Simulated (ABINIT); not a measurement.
## SnO: Bethe–Salpeter calculation (part 2 of 2)

Continued. System: SnO (P4/nmm, 4 atoms in the cell). Method: Kohn-Sham DFT of a periodic cell, PBEsol, PseudoDojo NC SR PBEsol v0.4.1 standard, BSE, no spin polarisation (ABINIT 10.8.3); cutoff 1142.88 eV, 4×4×4 k-mesh, fixed occupations. The structure derives from a Materials Project entry.

Geometry of the input (Å; fractional positions):
```
3.8137  0.0000  0.0000
0.0000  3.8137  0.0000
0.0000  0.0000  4.8869
Sn 0.5000  0.0000  0.7646
Sn 0.0000  0.5000  0.2354
O  0.0000  0.0000  0.0000
O  0.5000  0.5000  0.0000
```

What the program printed, continued
```
 cartesian forces (eV/Angstrom) at end:
    1     -0.00000000000000    -0.00000000000000    -0.15734798320723
    2     -0.00000000000000    -0.00000000000000     0.15734798320723
    3     -0.00000000000000    -0.00000000000000    -0.00000000000000
    4     -0.00000000000000    -0.00000000000000    -0.00000000000000
 frms,max,avg= 6.4237045E-02 1.5734798E-01   0.000E+00  0.000E+00  0.000E+00 e/A
 length scales=  1.000000000000  1.000000000000  1.000000000000 bohr
              =  0.529177210544  0.529177210544  0.529177210544 angstroms
 Fermi (or HOMO) energy (hartree) =   0.19984   Average Vxc (hartree)=  -0.38974
 Eigenvalues (hartree) for nkpt=  18  k points:
 kpt#   1, nband= 20, wtk=  0.01563, kpt=  0.0000  0.0000  0.0000 (reduced coord)
  -0.60436   -0.58894   -0.58894   -0.58846   -0.58708   -0.58687   -0.58518   -0.58486
  -0.58429   -0.58429   -0.53769   -0.43845   -0.08229   -0.04236   -0.02940   -0.02940
   0.07366    0.08489    0.08489    0.19984
 prteigrs : prtvol=0 or 1, do not print more k-points.

--- !EnergyTerms
iteration_state     : {dtset: 1, }
comment             : Components of total free energy in Hartree
kinetic             :  1.16226186873386E+02
hartree             :  4.88261804564853E+01
xc                  : -5.19126357037568E+01
Ewald energy        : -1.17059765197546E+02
psp_core            :  6.45054860593354E+00
local_psp           : -1.43036315326167E+02
non_local_psp       : -4.97522948677057E+01
total_energy        : -1.90258095159371E+02
total_energy_eV     : -5.17718651380625E+03
band_energy         : -1.33182809905435E+01
...

 Cartesian components of stress tensor (hartree/bohr^3)
  sigma(1 1)= -7.99169710E-06  sigma(3 2)=  0.00000000E+00
  sigma(2 2)= -7.99169710E-06  sigma(3 1)=  0.00000000E+00
  sigma(3 3)=  7.23051992E-06  sigma(2 1)=  0.00000000E+00

-Cartesian components of stress tensor (GPa)         [Pressure=  8.5839E-02 GPa]
- sigma(1 1)= -2.35123846E-01  sigma(3 2)=  0.00000000E+00
- sigma(2 2)= -2.35123846E-01  sigma(3 1)=  0.00000000E+00
- sigma(3 3)=  2.12729241E-01  sigma(2 1)=  0.00000000E+00

================================================================================
== DATASET  2 ==================================================================

--- !DatasetInfo
iteration_state: {dtset: 2, }
dimensions: {natom: 4, nkpt: 64, mband: 29, nsppol: 1, nspinor: 1, nspden: 1, mpw: 6277, }
cutoff_energies: {ecut:  42.0, pawecutdg:  -1.0, }
electrons: {nelect:   4.00000000E+01, charge:   0.00000000E+00, occopt:   1.00000000E+00, tsmear:   1.00000000E-02, }
meta: {optdriver: 0, ionmov: 0, optcell: 0, iscf: -2, paral_kgb: 0, }
...

 mkfilename : getden/=0, take file _DEN from output of DATASET   1.

 Real(R)+Recip(G) space primitive vectors, cartesian coordinates (Bohr,Bohr^-1):
 R(1)=  7.2068395  0.0000000  0.0000000  G(1)=  0.1387571  0.0000000  0.0000000
 R(2)=  0.0000000  7.2068395  0.0000000  G(2)=  0.0000000  0.1387571  0.0000000
 R(3)=  0.0000000  0.0000000  9.2349277  G(3)=  0.0000000  0.0000000  0.1082846
 Unit cell volume ucvol=  4.7964862E+02 bohr^3
 Angles (23,13,12)=  9.00000000E+01  9.00000000E+01  9.00000000E+01 degrees

 getcut: wavevector=  0.0000  0.0000  0.0000  ngfft=  45  45  54
         ecut(hartree)=     42.000   => boxcut(ratio)=   2.00434
--------------------------------------------------------------------------------

================================================================================
 Non-SCF case, kpt    1 (  0.02750  0.05250  0.07750), residuals and eigenvalues=
  3.08E-13  2.01E-13  2.93E-13  2.82E-13  2.90E-13  1.95E-13  3.28E-13  2.77E-13
  3.87E-13  8.03E-13  4.60E-13  1.44E-13  3.68E-13  3.76E-13  5.53E-13  3.33E-13
  8.63E-13  3.71E-13  9.51E-13  3.04E-13  2.33E-13  1.98E-13  4.82E-13  2.03E-13
  9.22E-13  9.01E-13  8.96E-13  3.96E-13  6.27E-07
 -6.0426E-01 -5.8890E-01 -5.8884E-01 -5.8845E-01 -5.8701E-01 -5.8687E-01
 -5.8569E-01 -5.8491E-01 -5.8438E-01 -5.8434E-01 -5.3643E-01 -4.3910E-01
 -8.9812E-02 -3.4880E-02 -2.7952E-02 -2.7138E-02  7.1448E-02  8.1653E-02
  8.5584E-02  1.9833E-01  2.7471E-01  3.4810E-01  3.6042E-01  3.6901E-01
  4.1271E-01  4.1679E-01  4.5139E-01  4.7656E-01  6.0562E-01
 prteigrs : prtvol=0 or 1, do not print more k-points.

--- !ResultsGS
iteration_state: {dtset: 2, }
comment   : Summary of ground state results
lattice_vectors:
- [  7.2068395,   0.0000000,   0.0000000, ]
- [  0.0000000,   7.2068395,   0.0000000, ]
- [  0.0000000,   0.0000000,   9.2349277, ]
lattice_lengths: [   7.20684,    7.20684,    9.23493, ]
lattice_angles: [ 90.000,  90.000,  90.000, ] # degrees, (23, 13, 12)
lattice_volume:   4.7964862E+02
convergence: {deltae:  0.000E+00, res2:  0.000E+00, residm:  9.996E-13, diffor:  0.000E+00, }
etotal    :  -1.90258095E+02
entropy   :   0.00000000E+00
fermie    :   1.99837681E-01
cartesian_stress_tensor: null
pressure_GPa: null
xred      :
- [  5.0000E-01,   0.0000E+00,   7.6463E-01, Sn]
- [  0.0000E+00,   5.0000E-01,   2.3537E-01, Sn]
- [  0.0000E+00,   0.0000E+00,   0.0000E+00,  O]
- [  5.0000E-01,   5.0000E-01,   0.0000E+00,  O]
cartesian_forces: null
force_length_stats: {min: null, max: null, mean: null, }
...

 Integrated electronic density in atomic spheres:
 ------------------------------------------------
 Atom  Sphere_radius  Integrated_density
    1        2.00000         10.50480513
    2        2.00000         10.50480513
    3        2.00000          6.18636085
    4        2.00000          6.17509088
================================================================================

 ----iterations are completed or convergence reached----

 Mean square residual over all n,k,spin=   48.486E-14; max=  99.959E-14
 reduced coordinates (array xred) for    4 atoms
       0.500000000000      0.000000000000      0.764626140000
       0.000000000000      0.500000000000      0.235373860000
       0.000000000000      0.000000000000      0.000000000000
       0.500000000000      0.500000000000      0.000000000000

 cartesian coordinates (angstrom) at end:
    1      1.90684760870785     0.00000000000000     3.73666165056225
    2      0.00000000000000     1.90684760870785     1.15025164612710
    3      0.00000000000000     0.00000000000000     0.00000000000000
    4      1.90684760870785     1.90684760870785     0.00000000000000
 length scales=  1.000000000000  1.000000000000  1.000000000000 bohr
              =  0.529177210544  0.529177210544  0.529177210544 angstroms
 Eigenvalues (hartree) for nkpt=  64  k points:
 kpt#   1, nband= 29, wtk=  0.01563, kpt=  0.0275  0.0525  0.0775 (reduced coord)
  -0.60426   -0.58890   -0.58884   -0.58845   -0.58701   -0.58687   -0.58569   -0.58491
  -0.58438   -0.58434   -0.53643   -0.43910   -0.08981   -0.03488   -0.02795   -0.02714
   0.07145    0.08165    0.08558    0.19833    0.27471    0.34810    0.36042    0.36901
   0.41271    0.41679    0.45139    0.47656    0.60562
 prteigrs : prtvol=0 or 1, do not print more k-points.

================================================================================
== DATASET  3 ==================================================================

--- !DatasetInfo
iteration_state: {dtset: 3, }
dimensions: {natom: 4, nkpt: 64, mband: 23, nsppol: 1, nspinor: 1, nspden: 1, mpw: 2899, }
cutoff_energies: {ecut:  25.0, pawecutdg:  -1.0, }
electrons: {nelect:   4.00000000E+01, charge:   0.00000000E+00, occopt:   1.00000000E+00, tsmear:   1.00000000E-02, }
meta: {optdriver: 99, bs_calctype: 1, bs_algorithm: 1, }
...

 mkfilename : getwfk/=0, take file _WFK from output of DATASET   2.

 mkfilename : getden/=0, take file _DEN from output of DATASET   1.

 Exciton: Calculation of dielectric properties by solving the Bethe-Salpeter equation
 in frequency domain and reciprocal space on a transitions basis set.
 Based on a program developed by L. Reining, V. Olevano, F. Sottile,
 S. Albrecht, and G. Onida. Incorporated in ABINIT by M. Giantomassi.

 Real(R)+Recip(G) space primitive vectors, cartesian coordinates (Bohr,Bohr^-1):
 R(1)=  7.2068395  0.0000000  0.0000000  G(1)=  0.1387571  0.0000000  0.0000000
 R(2)=  0.0000000  7.2068395  0.0000000  G(2)=  0.0000000  0.1387571  0.0000000
 R(3)=  0.0000000  0.0000000  9.2349277  G(3)=  0.0000000  0.0000000  0.1082846
 Unit cell volume ucvol=  4.7964862E+02 bohr^3
 Angles (23,13,12)=  9.00000000E+01  9.00000000E+01  9.00000000E+01 degrees

--- Pseudopotential description ------------------------------------------------
- pspini: atom type   1  psp file is ./Sn.upf
  50.00000  14.00000  180301                  znucl, zion, pspdat
12 -116133 2 -1 1628                          pspcod,pspxc,lmax,lloc,mmax
     nproj     2     2     2

- pspini: atom type   2  psp file is ./O.upf
   8.00000   6.00000  180301                  znucl, zion, pspdat
12 -116133 2 -1 936                           pspcod,pspxc,lmax,lloc,mmax
     nproj     2     2     1

--------------------------------------------------------------------------------

 ==== K-mesh for the wavefunctions ====
 Number of points in the irreducible wedge :    64
 Reduced coordinates and weights :

     1)     2.75000000E-02  5.25000000E-02  7.75000000E-02       0.01563
     2)     2.77500000E-01  5.25000000E-02  7.75000000E-02       0.01563
     3)    -4.72500000E-01  5.25000000E-02  7.75000000E-02       0.01563
     4)    -2.22500000E-01  5.25000000E-02  7.75000000E-02       0.01563
   [... 60 further points ...]

 Together with 16 symmetry operations and time-reversal symmetry
 yields    64 points in the full Brillouin Zone.

 ==== Q-mesh for the screening function ====
 Number of points in the irreducible wedge :    18
 Reduced coordinates and weights :

     1)     0.00000000E+00  0.00000000E+00  0.00000000E+00       0.01563
     2)     2.50000000E-01  0.00000000E+00  0.00000000E+00       0.06250
     3)     5.00000000E-01  0.00000000E+00  0.00000000E+00       0.03125
     4)     2.50000000E-01  2.50000000E-01  0.00000000E+00       0.06250
   [... 14 further points ...]

 Together with 16 symmetry operations and time-reversal symmetry
 yields    64 points in the full Brillouin Zone.

 vcoul_init : cutoff-mode = AUXILIARY_FUNCTION
 q-points for optical limit:   1
     1)      0.000010    0.000020    0.000030
 setmesh: FFT mesh size selected  =    24x   24x   27
          total number of points  =        15552

 ==== Fundamental parameters for the solution of the Bethe-Salpeter equation: ====
 Algorithm: Direct diagonalization.
 Dimension of the v, W matrices,  npweps  = 65
 Cutoff for the wavefunctions,    npwwfn  = 2865
 Number of k-points in the IBZ,   nkibz   = 64
 Highest empty band included,     nband   = 23
 === Spin UP ===
 Number of resonant transitions          768
 Lowest occupied state                   17
 Highest occupied state                  20
 Lowest unoccupied state                 21
 Highest unoccupied state                23
 Minimum frequency [eV]           Emin    =   0.00
 Maximum frequency [eV]           Emax    =  10.00
 Frequency step [eV]              dE      =   0.05
 Lorentzian broadening [eV]       eta     =   0.15
 RPA L0 with KS energies and KS wavefunctions
 Local fields effects (v term) included
 Excitonic effects (W term) excluded
 Resonant-only calculation (Hermitian case)

 Calculating epsilon_Macro(q-->0,w), along the following directions:
 q = (  1.147004  0.000000  0.000000) [r.l.u.]
 q = (  0.000000  1.147004  0.000000) [r.l.u.]
 q = (  0.000000  0.000000  1.469784) [r.l.u.]
 q = (  1.147004  0.000000  0.000000) [r.l.u.]
 q = (  0.000000  1.147004  0.000000) [r.l.u.]
 q = (  0.000000  0.000000  1.469784) [r.l.u.]
 Number of electrons calculated from density =   39.9949; Expected =   40.0000
 average of density, n =  0.083384
 r_s =    1.4200
 omega_plasma =   27.8546 [eV]

 Direct diagonalization of the resonant excitonic Hamiltonian, Matrix size= 768
 Excitonic eigenvalues in eV up to n=   32
   2.07781   2.10790   2.17996   2.29127   2.37108   2.46380   2.57854   2.66600
   2.70892   2.72918   2.73773   2.74595   2.78564   2.79426   2.80518   2.82102
   2.83674   2.84613   2.85378   2.86217   2.86690   2.87054   2.88595   2.89120
   2.89980   2.91603   2.92356   2.95514   2.96679   2.98917   3.03704   3.07185

 First excitonic eigenvalue=    2.08 [eV]
 Last  excitonic eigenvalue=   10.36 [eV]

 GW  direct gap       2.08  0.00 [eV]
 EXC direct gap       2.08  0.00 [eV]
 EXC binding energy  -0.00  0.00 [eV]

 Excitonic eigenvalues up to the GW energy gap [eV]

 Macroscopic dielectric function:
 omega [eV] <KS_RPA_nlf>  <GW_RPA_nlf>  <BSE>
   0.0000   7.0871   0.0000   7.0871   0.0000   6.6970   0.0000
   0.0500   7.0885   0.0082   7.0885   0.0082   6.6982   0.0068
   0.1000   7.0925   0.0164   7.0925   0.0164   6.7015   0.0136
   0.1500   7.0993   0.0247   7.0993   0.0247   6.7071   0.0204
   0.2000   7.1088   0.0330   7.1088   0.0330   6.7150   0.0273
   0.2500   7.1211   0.0415   7.1211   0.0415   6.7252   0.0343
   0.3000   7.1362   0.0501   7.1362   0.0501   6.7377   0.0415
   0.3500   7.1541   0.0589   7.1541   0.0589   6.7526   0.0487
   0.4000   7.1750   0.0680   7.1750   0.0680   6.7698   0.0562
   0.4500   7.1990   0.0773   7.1990   0.0773   6.7896   0.0638

 Writing KS-RPA macroscopic dielectric function without local fields to file: runo_DS3_RPA_NLF_MDF
 Writing GW-RPA macroscopic dielectric function without local fields to file: runo_DS3_GW_NLF_MDF
 Writing EXC Macroscopic dielectric function to file: runo_DS3_EXC_MDF

== END DATASET(S) ==============================================================
================================================================================

 -outvars: echo values of variables after computation  --------
            acell      1.0000000000E+00  1.0000000000E+00  1.0000000000E+00 Bohr
           etotal1    -1.9025809516E+02
           etotal3     0.0000000000E+00
            fcart1    -0.0000000000E+00 -0.0000000000E+00 -3.0599310923E-03
                      -0.0000000000E+00 -0.0000000000E+00  3.0599310923E-03
                      -0.0000000000E+00 -0.0000000000E+00 -0.0000000000E+00
                      -0.0000000000E+00 -0.0000000000E+00 -0.0000000000E+00
            fcart3     0.0000000000E+00  0.0000000000E+00  0.0000000000E+00
                       0.0000000000E+00  0.0000000000E+00  0.0000000000E+00
                       0.0000000000E+00  0.0000000000E+00  0.0000000000E+00
                       0.0000000000E+00  0.0000000000E+00  0.0000000000E+00
            rprim      7.2068394886E+00  0.0000000000E+00  0.0000000000E+00
                       0.0000000000E+00  7.2068394886E+00  0.0000000000E+00
                       0.0000000000E+00  0.0000000000E+00  9.2349277318E+00
           strten1    -7.9916970959E-06 -7.9916970959E-06  7.2305199224E-06
                       0.0000000000E+00  0.0000000000E+00  0.0000000000E+00
           strten3     0.0000000000E+00  0.0000000000E+00  0.0000000000E+00
                       0.0000000000E+00  0.0000000000E+00  0.0000000000E+00
           xangst      1.9068476087E+00  0.0000000000E+00  3.7366616506E+00
                       0.0000000000E+00  1.9068476087E+00  1.1502516461E+00
                       0.0000000000E+00  0.0000000000E+00  0.0000000000E+00
                       1.9068476087E+00  1.9068476087E+00  0.0000000000E+00
             xred      5.0000000000E-01  0.0000000000E+00  7.6462614000E-01
                       0.0000000000E+00  5.0000000000E-01  2.3537386000E-01
                       0.0000000000E+00  0.0000000000E+00  0.0000000000E+00
                       5.0000000000E-01  5.0000000000E-01  0.0000000000E+00
 Calculation completed.
```

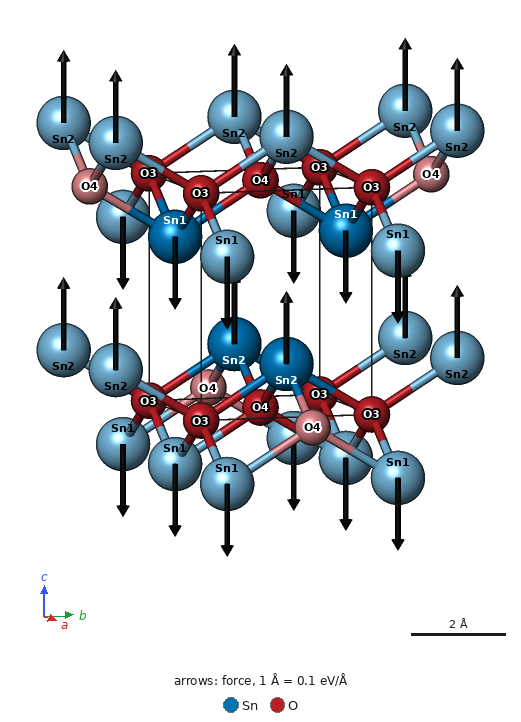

Fig. 1: Forces on the atoms as black arrows (ball-and-stick view of the cell of the calculation, seen slightly off an axis; neighbours outside the cell are drawn fainter; atoms are numbered from 1 in the order of the input). The largest act on Sn1, Sn2 (0.16 eV/Å). The geometry is not a stationary point of this energy.

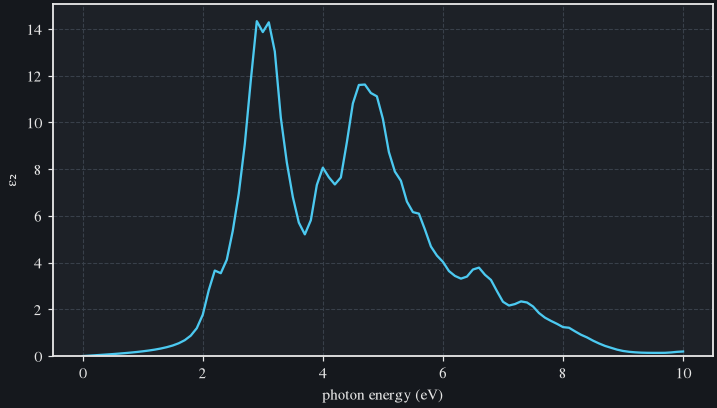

Fig. 2: Imaginary part of the dielectric function (first component that the program prints). The highest peak, 14.3, lies at 2.90 eV.

Key numbers

```json
{"quantity": "outcome", "value": "converged"}
{"quantity": "space group (tolerance 0.01 Å)", "value": "P4/nmm (129)"}
{"quantity": "electrons treated", "value": "40"}
{"quantity": "free energy", "value": "−5177.1865 eV"}
{"quantity": "Fermi energy", "value": "5.438 eV"}
{"quantity": "pressure", "value": "0.09 GPa"}
{"quantity": "largest force (length of the vector)", "value": "0.157 eV/Å"}
{"quantity": "hardware", "value": "1 thread of Arm Neoverse V1, 112 GiB of memory available, shared host"}
{"quantity": "wall time", "value": "6.1 min"}
{"quantity": "peak memory", "value": "1.2 GiB"}
```

Remarks

Further notes kept with the run: Wrong value for nkref: nkref= 64 nkbz= 1024 nkbzmx =2048; Hacking the rottb tables!; Im epsilon for omega= #eV is not yet zero, epsilon_2= # Kramers Kronig test could give wrong results; Im epsilon for omega= # eV is not yet zero, epsilon_2= # f-sum rule test could give wrong results. Points of doubt noted for this run: k mesh coarse for spectra.
